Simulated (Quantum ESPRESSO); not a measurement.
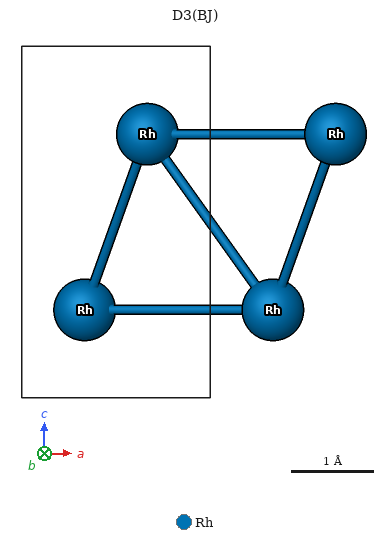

Crystalline Rh (set up in P6_3/mmc), relaxed (cell and atoms) with several dispersion corrections. The picture shows the result with D3(BJ). A ball-and-stick model of the cell of the calculation, repeated 2 × 1 × 1 with one cell outlined, seen along the b axis.

Computed with Quantum ESPRESSO 7.5: PBEsol, GBRV 1.5 PBEsol. (plane-wave cutoff 612.3 eV; k-point mesh 11 × 11 × 6; occupations fermi-dirac; smearing width 0.05 eV; optimiser BFGS; no spin polarisation)

```csv
dispersion correction,volume (Å³/atom),a (Å),c (Å)
D3(BJ),13.349,2.672,4.319
D4,13.355,2.671,4.322
none,13.590,2.687,4.346
D3,?,?,?
```

Q: Estimate the missing row from the others, and compare with the calculation.

A: With D3 the volume falls between D4 (13.355) and none (13.590). The calculation gives 13.375 Å³/atom (a = 2.673 Å, c = 4.325 Å). In order of volume: D3(BJ) ≈ D4 < D3 < none; the spread is 1.8 %.

Each member starts from this one structure; whether another phase lies lower wasn't checked.
